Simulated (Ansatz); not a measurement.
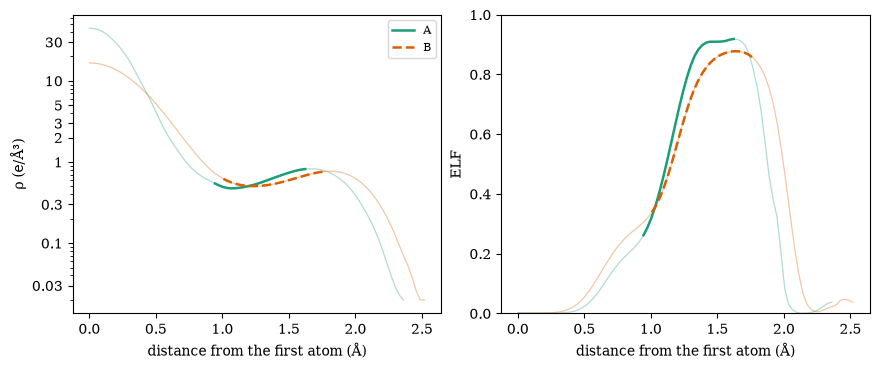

Figure 1: ZnSnP2. Valence pseudo-density and ELF along straight lines between neighbouring atoms. Thin, pale parts lie inside the atomic spheres.

Space group I-42d; a structure from a database of computed crystals, not necessarily the ambient phase.

Computed with Ansatz, DFT PBEsol, scalar-relativistic, plane waves, PAW.

In a PAW calculation such maps are meaningful between the atoms, not at the nuclei.

**Which curve belongs to which contact (Sn–P and Zn–P)? The first atom named is at distance zero.**

Curve A: Zn–P (2.36 Å): ρ is about 0.5 e/Å³ halfway; the ELF peaks at about 0.90 in the valence shell of P, 0.7 Å from its nucleus, and is about 0.65 at the midpoint. Curve B: Sn–P (2.52 Å): ρ at the midpoint is about 0.51 e/Å³; the ELF peaks at about 0.90 in the valence shell of P, 0.9 Å from its nucleus, and is about 0.65 at the midpoint.
